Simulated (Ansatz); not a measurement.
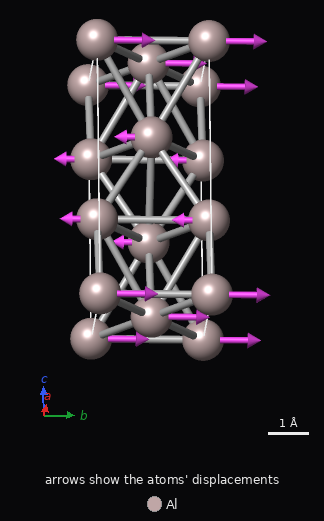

The lowest optical mode of crystalline Al (a generated structure), space group C2/m (No. 12), at the zone centre. Displacements are drawn as pink arrows; their common scale and sign are arbitrary. Style: ball-and-stick. Shown: the conventional cell (2 times the calculation's cell), from a free direction. Lengths and directions refer to the drawn axes.

Method: Ansatz, DFT PBE, scalar-relativistic, plane waves, PAW. Settings: plane-wave cutoff 420 eV; k-point mesh 18 × 18 × 8; occupations fermi dirac; smearing width 0.15 eV; no spin polarisation.

The frequencies depend somewhat on the k-mesh and the smearing.

### Is the structure stable against all modes at this point?

Yes: this softest mode has a real frequency, and so have all others here. That speaks for this wave vector alone: the rest of the zone wasn't checked in this run. This is a doubly degenerate mode (one member of the set is drawn) at 13.6 meV, the lowest optical level. The Al (2a) sublattice moves against the Al (4i) sublattice, along b.
